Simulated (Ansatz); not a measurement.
# What a change does: single-point calculation on C

System: C (P2₁, 8 atoms in the cell).
Method of the first run: DFT PBE, scalar-relativistic, plane waves, PAW, PAW set soft_1, no spin polarisation (Ansatz 0.2.0).

The structure derives from an entry of the Crystallography Open Database. Text and figures count atoms from 1; the logs count them from 0 in places.

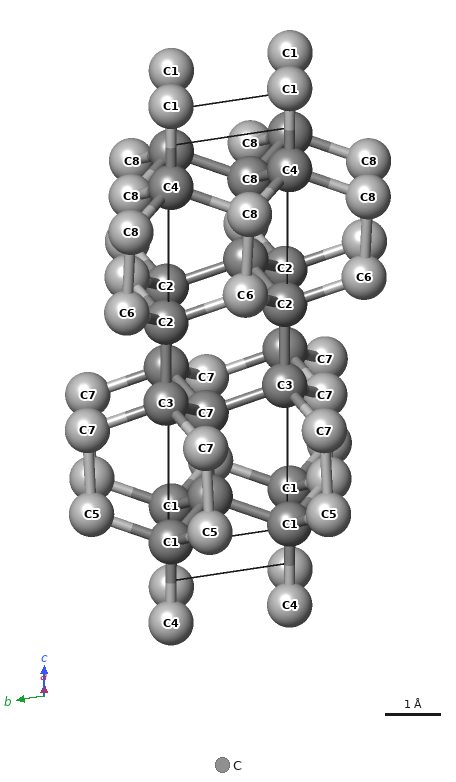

Figure 1. The structure as given in the input (ball-and-stick view of the cell of the calculation, seen at an oblique angle; neighbours outside the cell are drawn fainter; atoms are numbered from 1 in the order of the input).

The input, the first run:
```yaml
crystal:
  lattice:
    - [2.5180642186, 0.0, 0.0]
    - [-1.2590321093, 2.1807075817, 0.0]
    - [0.0, 0.0, 8.3046919353]
  atoms:
    - { symbol: C, position: [-0.0382790287, -0.0212774974, 0.0929732494] }
    - { symbol: C, position: [0.0382790287, 0.0212774974, 0.5929732494] }
    - { symbol: C, position: [0.0382790287, 0.0212774974, 0.4070267506] }
    - { symbol: C, position: [-0.0382790287, -0.0212774974, 0.9070267506] }
    - { symbol: C, position: [0.3019877926, 0.6492431665, 0.1555299995] }
    - { symbol: C, position: [0.6980122074, 0.3507568335, 0.6555299995] }
    - { symbol: C, position: [0.3646788741, 0.6840901669, 0.3444700005] }
    - { symbol: C, position: [0.6353211259, 0.3159098331, 0.8444700005] }
basis:
  ecutwfc: 520.0
kpoints:
  mp_grid: { grid: [12, 12, 4] }
hamiltonian:
  xc: pbe
  pseudopotentials: { kind: paw, azcp: { folder: soft_1 } }
scf:
  occupations: { method: gaussian, width: 0.05 }
output:
  forces: true
  stress: true
  eigenvalues: true
```

Launched with:
```bash
ansatz run input.yaml --threads 2 --pin off --max-ram 4096MiB --backend cpu --events-out ev --progress --plain --runs-dir out
```

Hardware: 2 threads of Arm Neoverse N1, 98 GiB of memory available, shared host.

Output, shortened to warnings, some set-up lines, iterations and results (the first run):
```
Basis set: ecut = 520 eV, 1243 PW (Γ), exchange–correlation on 40×40×128 points (8 copies of the dense FFT grid, shifted against one another)
Symmetry: 2 space group operations
k-points: 222 of 576 (time reversal used)
Initial density: superposition of atomic densities (chi_scale 0.1, normalization cell)
[...]
SCF iter   1: F=—  HF=-2008.420665 eV  |F-HF|=—  |Δ(HF+E_count)|=         —  Δρ=1.37e-1  dr2=6.08e0  ethr=3.10e-3  ⟨swp⟩=6.0  Hψ=24849  notcnv=0  defer=7
SCF iter   2: F=—  HF=-2006.485198 eV  |F-HF|=—  |Δ(HF+E_count)|=    1.94e0  Δρ=5.71e-2  dr2=9.60e-1  ethr=3.10e-3  ⟨swp⟩=2.8  Hψ=12710  notcnv=0  defer=536
SCF iter   3: F=—  HF=-2006.240524 eV  |F-HF|=—  |Δ(HF+E_count)|=   2.45e-1  Δρ=5.00e-3  dr2=4.04e-3  ethr=3.00e-3  ⟨swp⟩=3.0  Hψ=9570  notcnv=0  defer=536
SCF iter   4: F=—  HF=-2006.242641 eV  |F-HF|=—  |Δ(HF+E_count)|=   2.12e-3  Δρ=6.15e-4  dr2=3.55e-4  ethr=1.26e-5  ⟨swp⟩=2.5  Hψ=8184  notcnv=0  defer=314
SCF iter   5: F=—  HF=-2006.242550 eV  |F-HF|=—  |Δ(HF+E_count)|=   9.08e-5  Δρ=1.87e-4  dr2=6.62e-6  ethr=1.11e-6  ⟨swp⟩=2.0  Hψ=7094  notcnv=0  defer=314
SCF iter   6: F=—  HF=-2006.242547 eV  |F-HF|=—  |Δ(HF+E_count)|=   2.26e-6  Δρ=4.92e-5  dr2=3.00e-7  ethr=2.07e-8  ⟨swp⟩=2.0  Hψ=8491  notcnv=0  defer=314
SCF iter   7: F=-2006.242548 eV  HF=-2006.242548 eV  |F-HF|=8.99e-9  |Δ(HF+E_count)|=   6.42e-7  Δρ=7.05e-6  dr2=1.83e-8  ethr=3.13e-10  ⟨swp⟩=10.1  Hψ=25548  notcnv=0
SCF 1 converged in 7 iterations: F = -2006.242548 eV  dr2 = 1.83e-8
SCF converged after 7 iterations
Free energy (F): -2006.242548 eV
Harris-Foulkes:  -2006.242548 eV  (|F-HF|=8.99e-9)
Internal energy: -2006.242548 eV  (E = F + TS)
E sigma→0 (E₀):  -2006.242548 eV
Fermi energy:    15.633652 eV
--- Per-component energies (eV) ---
  E_band       = 137.972591
  E_kinetic    = 717.281879
  E_local      = -444.102422  (includes V_loc(G=0)·N_el)
  E_nonlocal   = 183.542109
  E_hartree    = 106.718455
  E_xc         = -381.278806
  E_vxc        = -470.866219  (∫ρ·V_xc dr)
  E_paw        = -799.555245  (= ΣΔE_a)
  E_vpaw       = -61.319166  (= ΣTr[D̂ρ^β])
  E_aug_tail   = 0.000017  (compensation charges beyond the density's cutoff)
  E_ewald      = -1388.848535
  E_smearing   = -0.000000  (= −TS)
  E_closure    = -0.000000  (closes the sum)
  Σ components = -2006.242548   (vs F -2006.242548, Δ=0.00e0)
--- Forces (eV/Å), atoms counted from 1 ---
  atom   1  C      0.48664530     0.31959305    -0.00044505
  atom   2  C     -0.48664530    -0.31959305    -0.00044505
  atom   3  C     -0.44781597    -0.30338357    -0.00073397
  atom   4  C      0.44781597     0.30338357    -0.00073397
  atom   5  C      0.35642743     0.24411940     0.01276325
  atom   6  C     -0.35642743    -0.24411940     0.01276325
  atom   7  C     -0.40843835    -0.26579918    -0.01158309
  atom   8  C      0.40843835     0.26579918    -0.01158309
  max |Σ_I F_I| component: 2.30e-6 eV/Å
--- Stress (GPa, compression-positive) ---
       -0.243126      -0.418593      -0.000000
       -0.418593       0.107323       0.000000
       -0.000000       0.000000       0.345477
  P = ⅓ Tr σ = 0.0699 GPa (0.699 kbar)
```

The input of the second run differs as follows (lines with − go, lines with + come):
```diff
-basis:
-  ecutwfc: 520.0
+  mixing: { algorithm: anderson, beta: 0.05, ndim: 2 }
+  n_extra_bands: 32
+  initial_density: { chi_scale: 0.0 }
```

What does this change do to the results?

The free energy of the second run is 1.7 meV per atom higher, which comes mainly from the change of cutoff or grids; a solver setting shouldn't move a converged energy. More plane waves can only lower the energy of a fixed Hamiltonian, so the higher cutoff gives the lower value. The SCF takes 46 iterations against 7. The plane waves at Γ go from 1243 to 909. On the same kind of shared host the second run took about 2.7 times as long.

Output, shortened to warnings, some set-up lines, iterations and results (the second run):
```
Basis set: ecut = 420 eV, 909 PW (Γ), exchange–correlation on 36×36×120 points (8 copies of the dense FFT grid, shifted against one another)
Symmetry: 2 space group operations
k-points: 222 of 576 (time reversal used)
Initial density: superposition of atomic densities (chi_scale 0, normalization cell)
[...]
SCF iter   1: F=—  HF=-2008.407444 eV  |F-HF|=—  |Δ(HF+E_count)|=         —  Δρ=1.37e-1  dr2=6.08e0  ethr=3.10e-3  ⟨swp⟩=5.6  Hψ=44990  notcnv=0  defer=1667
SCF iter   2: F=—  HF=-2008.182452 eV  |F-HF|=—  |Δ(HF+E_count)|=   2.25e-1  Δρ=1.30e-1  dr2=5.50e0  ethr=3.10e-3  ⟨swp⟩=1.0  Hψ=12432  notcnv=0  defer=1687  κ⁻¹=1.0e0(r=1)
SCF iter   3: F=—  HF=-2006.202620 eV  |F-HF|=—  |Δ(HF+E_count)|=    1.98e0  Δρ=1.58e-2  dr2=4.42e-2  ethr=3.10e-3  ⟨swp⟩=2.3  Hψ=10026  notcnv=0  defer=1687  κ⁻¹=1.0e0(r=1)
SCF iter   4: F=—  HF=-2006.201926 eV  |F-HF|=—  |Δ(HF+E_count)|=   6.94e-4  Δρ=1.49e-2  dr2=3.97e-2  ethr=1.38e-4  ⟨swp⟩=1.7  Hψ=11600  notcnv=0  defer=5469  κ⁻¹=1.0e0(r=1)
SCF iter   5: F=—  HF=-2006.204753 eV  |F-HF|=—  |Δ(HF+E_count)|=   2.83e-3  Δρ=1.35e-2  dr2=3.35e-2  ethr=1.24e-4  ⟨swp⟩=1.0  Hψ=4959  notcnv=0  defer=5469  κ⁻¹=1.0e0(r=1)
[... 37 lines ...]
SCF iter  43: F=—  HF=-2006.229346 eV  |F-HF|=—  |Δ(HF+E_count)|=   3.22e-8  Δρ=3.57e-5  dr2=5.24e-7  ethr=1.86e-9  ⟨swp⟩=1.0  Hψ=4959  notcnv=0  defer=5690  κ⁻¹=1.0e0(r=1)
SCF iter  44: F=—  HF=-2006.229346 eV  |F-HF|=—  |Δ(HF+E_count)|=   4.10e-8  Δρ=3.67e-5  dr2=3.19e-7  ethr=1.64e-9  ⟨swp⟩=2.0  Hψ=7620  notcnv=0  defer=5690  κ⁻¹=1.0e0(r=1)
SCF iter  45: F=—  HF=-2006.229346 eV  |F-HF|=—  |Δ(HF+E_count)|=   1.18e-8  Δρ=3.54e-5  dr2=2.83e-7  ethr=9.95e-10  ⟨swp⟩=1.0  Hψ=4959  notcnv=0  defer=5690  κ⁻¹=1.0e0(r=1)
SCF iter  46: F=-2006.229346 eV  HF=-2006.229346 eV  |F-HF|=3.96e-8  |Δ(HF+E_count)|=   1.07e-7  Δρ=2.45e-5  dr2=9.08e-8  ethr=3.13e-10  ⟨swp⟩=7.6  Hψ=62428  notcnv=0
SCF 1 converged in 46 iterations: F = -2006.229346 eV  dr2 = 9.08e-8
SCF converged after 46 iterations
Stability not checked: this state was not tested for a lower state beside it, because the mixer in use, unlike msr1, does not test its closes by its own steps (another_mixer; see scf.mixing.algorithm and scf.lower_state_search)
Free energy (F): -2006.229346 eV
Harris-Foulkes:  -2006.229346 eV  (|F-HF|=3.96e-8)
Internal energy: -2006.229346 eV  (E = F + TS)
E sigma→0 (E₀):  -2006.229346 eV
Fermi energy:    15.633943 eV
--- Per-component energies (eV) ---
  E_band       = 137.966779
  E_kinetic    = 717.521982
  E_local      = -444.085321  (includes V_loc(G=0)·N_el)
  E_nonlocal   = 183.284847
  E_hartree    = 106.716272
  E_xc         = -381.342067
  E_vxc        = -470.950199  (∫ρ·V_xc dr)
  E_paw        = -799.476692  (= ΣΔE_a)
  E_vpaw       = -61.235750  (= ΣTr[D̂ρ^β])
  E_aug_tail   = 0.000168  (compensation charges beyond the density's cutoff)
  E_ewald      = -1388.848535
  E_smearing   = -0.000000  (= −TS)
  E_closure    = -0.000000  (closes the sum)
  Σ components = -2006.229346   (vs F -2006.229346, Δ=0.00e0)
--- Forces (eV/Å), atoms counted from 1 ---
  atom   1  C      0.48643090     0.31945551    -0.00113234
  atom   2  C     -0.48643090    -0.31945551    -0.00113234
  atom   3  C     -0.44764242    -0.30326285    -0.00007362
  atom   4  C      0.44764242     0.30326285    -0.00007362
  atom   5  C      0.35648063     0.24414949     0.01249745
  atom   6  C     -0.35648063    -0.24414949     0.01249745
  atom   7  C     -0.40845193    -0.26581338    -0.01129154
  atom   8  C      0.40845193     0.26581338    -0.01129154
  max |Σ_I F_I| component: 9.18e-8 eV/Å
--- Stress (GPa, compression-positive) ---
       -0.264939      -0.417772      -0.000000
       -0.417772       0.084785       0.000000
       -0.000000       0.000000       0.332918
  P = ⅓ Tr σ = 0.0509 GPa (0.509 kbar)
```

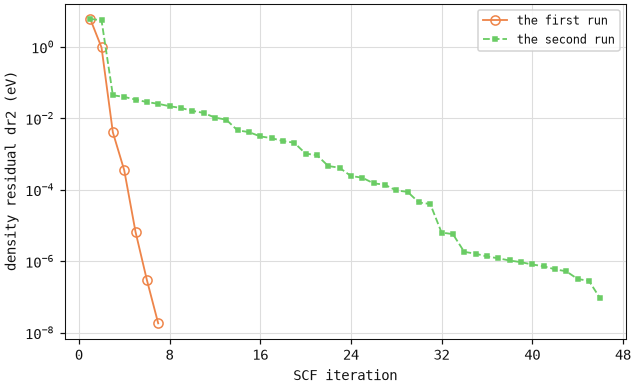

Figure 2. Convergence of the two runs: density residual dr2 against the SCF iteration. The first run takes 7 iterations in all, and the second run takes 46.

The two runs side by side:

| quantity | the first run | the second run |
| --- | --- | --- |
| outcome | converged | converged |
| free energy per atom (eV) | −250.7803 | −250.7787 |
| gap on the mesh (eV) | 4.52 | 4.52 |
| pressure (GPa) | 0.07 | 0.05 |
| largest force (eV/Å) | 0.582 | 0.582 |
| SCF iterations | 7 | 46 |
| irreducible k-points | 222 | 222 |
| plane waves at Γ | 1243 | 909 |
| wall time (shared host) | 29 s | 81 s |
